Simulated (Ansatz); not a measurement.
A series of calculations on TiC

**1. Relaxation**

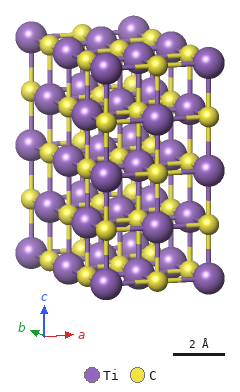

Solid TiC (set up in Fm-3m) (coarse preliminary run), before the relaxation. Style: ball-and-stick. Shown: the conventional cell (4 times the calculation's cell), repeated 1 × 2 × 2 with one cell outlined, slightly off an axis. Lengths and directions refer to the drawn axes.

Computed with DFT LDA, scalar-relativistic, plane waves, PAW in Ansatz 0.2.0.

Input
```yaml
crystal:
  lattice:
    - [0.0, 2.164, 2.164]
    - [2.164, 0.0, 2.164]
    - [2.164, 2.164, 0.0]
  atoms:
    - { symbol: Ti, position: [0.0, 0.0, 0.0] }
    - { symbol: C, position: [0.5, 0.5, 0.5] }
basis:
  ecutwfc: 420
kpoints:
  mp_grid: { grid: [8, 8, 8] }
hamiltonian:
  xc: lda
scf:
  occupations: { method: gaussian, width: 0.1 }
output:
  forces: true
  stress: true
  eigenvalues: true
relax:
  adjacent_minimum: "off"
  f_tol: 0.05
  max_steps: 80
  cell: { stress_tol: 0.5 }
```

Run as
```bash
ansatz run input.yaml --threads 1 --pin off --max-ram 3072MiB --backend cpu --events-out ev --progress --plain --runs-dir out
```

### Predict the outcome.

Over 2 accepted moves (3 points after the start) the energy falls by 36.3 meV per cell of the calculation. All forces vanish by symmetry, so only the cell relaxes. Pressure: −12.04 GPa at the start and −0.05 GPa at the end. At 1 point the geometry stayed and the basis and grid were re-selected for the new cell (energy shift of 1.7 meV per cell of the calculation at most each time). The atoms keep their places relative to the cell (all moves are under 0.005 Å). The drawn cell changes as follows: a = b = c 4.328 → 4.261 Å (−1.5 %); the volume changes by −4.6 %. Among the contacts that change: Ti1–Ti1 3.060 → 3.013 Å, Ti1–C2 2.164 → 2.131 Å. The space group stays Fm-3m (No. 225).

After the run, drawn alike:

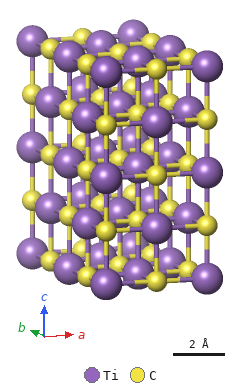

**2. Relaxation**

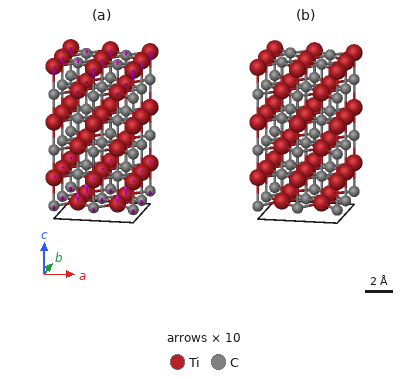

The structure of a slab of composition TiC (cut from the Fm-3m phase) before (left) and after (right) a relaxation, at one scale. The purple arrows give the displacements, magnified 10 times.

A ball-and-stick model of the 2 × 2 repeat of the cell, outlined in the plane, without the vacuum, seen slightly off an axis.

Case: (1 0 0) slab, atoms relaxed. The slab is the (1 0 0) face of TiC.

The calculation used Ansatz, DFT PBEsol, scalar-relativistic, plane waves, PAW. Settings: plane-wave cutoff 420 eV; k-point mesh 11 × 11 × 1; occupations gaussian; smearing width 0.1 eV; no spin polarisation; dipole correction; atoms relaxed in a fixed cell; force threshold 0.02 eV/Å; at most 60 steps.

What changed between the two?

Answer. After 3 accepted moves (4 points after the start) the energy has fallen by 0.175 eV per cell of the calculation. The largest force component goes from 1.5 to 0.011 eV/Å. 1 step only repeated the SCF at the same geometry. The largest moves relative to the layer's centre, 0.080 Å, are those of Ti atoms. By element the largest moves are Ti 0.080 Å, C 0.036 Å. The cell doesn't change. Near-neighbour distances that change, for instance: C–Ti 2.147 → 2.061 Å, C–Ti 2.147 → 2.207 Å, Ti–Ti 3.036 → 2.996 Å, C–Ti 2.147 → 2.114 Å. Bond angles that change, for instance: C–Ti–C 180.0° → 173.8°, Ti–C–Ti 180.0° → 173.8°, Ti–C–Ti 90.0° → 86.9°. Cost: 71 s on 1 thread of AMD EPYC 9R45 96-Core Processor (Zen 5), with other jobs on the host, peak memory 0.64 GiB.

**3. A change**

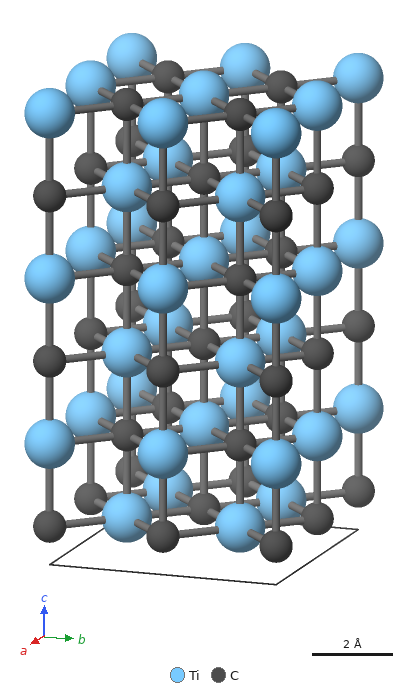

This is a (1 0 0) slab of TiC as cut from the relaxed bulk. A ball-and-stick model of the 2 × 2 repeat of the cell, outlined in the plane, without the vacuum, seen slightly off an axis.

These are results of DFT PBEsol, scalar-relativistic, plane waves, PAW in Ansatz 0.2.0, not measurements. Set-up: plane-wave cutoff 420 eV; occupations gaussian; smearing width 0.1 eV; no spin polarisation. The k-mesh is chosen for each cell (11×11×16, 11×11×1).

The variant: The atoms of the slab are relaxed at the bulk's in-plane cell.

### What does the calculation give for the changed structure?

The surface energy (mean of the two faces) falls from 2.05 to 1.90 J/m². The top spacing, between the TiC and TiC planes, goes from 2.15 to 2.13 Å (−0.6 %), the bottom one (TiC to TiC) from 2.15 to 2.13 Å (−0.6 %). The top plane rumples by 0.12 Å. The cell doesn't change. The largest moves relative to the layer's centre, 0.080 Å, are those of Ti atoms. By element the largest moves are Ti 0.080 Å, C 0.036 Å. Some distances before and after: C–Ti 2.147 → 2.061 to 2.207 Å.

The changed structure in the same view:

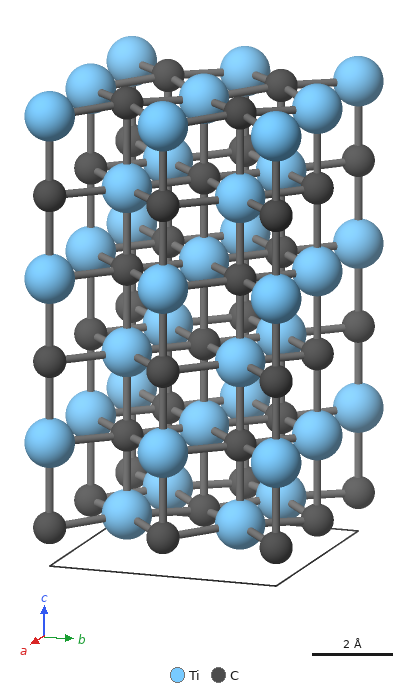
